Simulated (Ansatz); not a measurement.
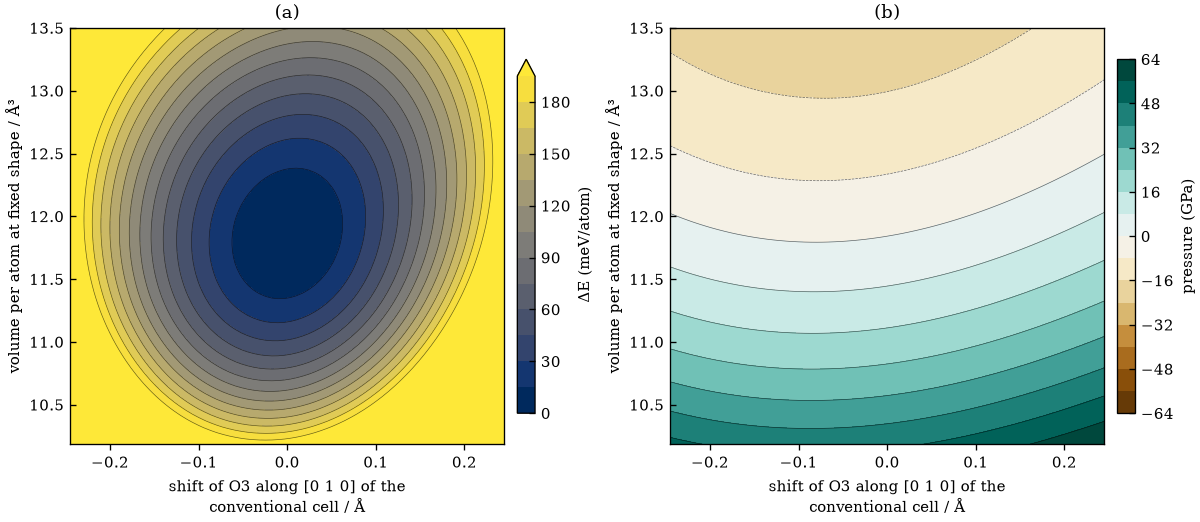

SnO₂ (P4_2/mnm, No. 136; 6 atoms in the cell). 
- The energy is mapped over a free internal coordinate and the cell.
- First axis: shift of O3 along [0 1 0] of the conventional cell, Cartesian (0 1 0), its symmetry partners moved as symmetry demands (measured in the relaxed cell). Second axis: volume per atom at fixed shape.
- Nothing is relaxed (all other coordinates fixed).
- The scan uses a 7 × 7 grid.
- Points are written as (first, second).
- Energies: meV/atom, counted from the lowest grid point.
- Computed with Ansatz 0.2.0, DFT LDA, scalar-relativistic, plane waves, PAW. Settings: cutoff 520 eV, k-mesh 6×6×8 in the order of the run's cell vectors, gaussian smearing 0.05 eV, no spin polarisation.

Panel (a) is the energy and panel (b) the computed pressure on the same grid.

In the figure: filled contours, one colour for all values above the top of the scale. Between grid points the surface is interpolated.

### How does the pressure vary over the map, and what is it at the lowest grid point?

It runs from −21 GPa at (−0.082 Å, 13.50 Å³) to 64 GPa at (0.245 Å, 10.18 Å³). At the lowest grid point, (0.000 Å, 11.84 Å³), it is 0 GPa. The pressure is minus the slope of the energy with volume, so it vanishes at the true minimum, which need not be a grid point.

PAW datasets: the set soft_1.
